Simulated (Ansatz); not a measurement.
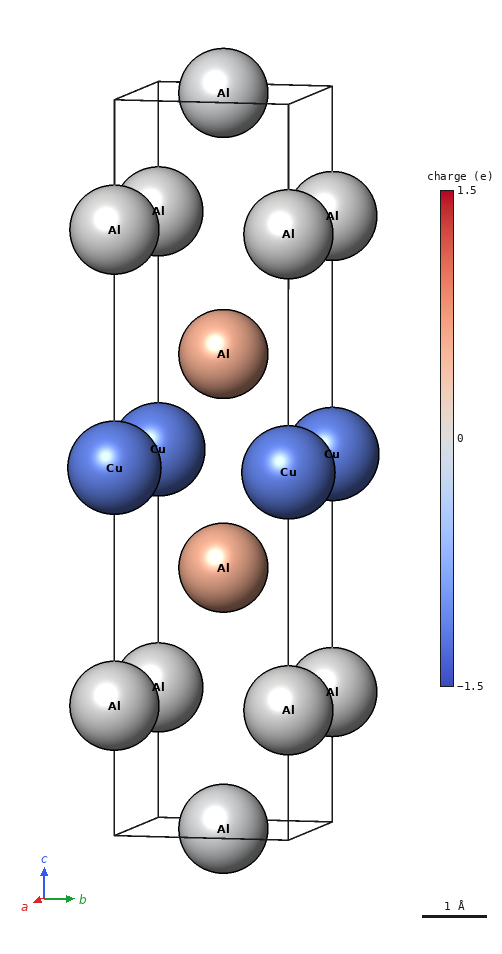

Shown here is a spheres-only view of the crystal, taken slightly off an axis. The simulation cell is drawn as a box. The atoms of this Al$_{5}$Cu cell are coloured by their Bader charge.

Electronic-structure method: Ansatz, DFT PBEsol, scalar-relativistic, plane waves, PAW. Parameters: E_cut = 420 eV, k-point mesh 14×14×4, Gaussian smearing of 0.1 eV, no spin polarisation.

Question: Interpret the colouring.

Answer: Most positive: Al; most negative: Cu. Charges: about Al 0.0 to +0.6 e; Cu -1.1 e.

Provenance: a structure type filled with these elements by a generator (whether the compound takes this form wasn't checked). Earlier steps of the study, as a rule a relaxation of our own, may have changed the cell and positions, so they can lie some per cent off the listed ones. Ansatz was used for an electronic-structure calculation on it.
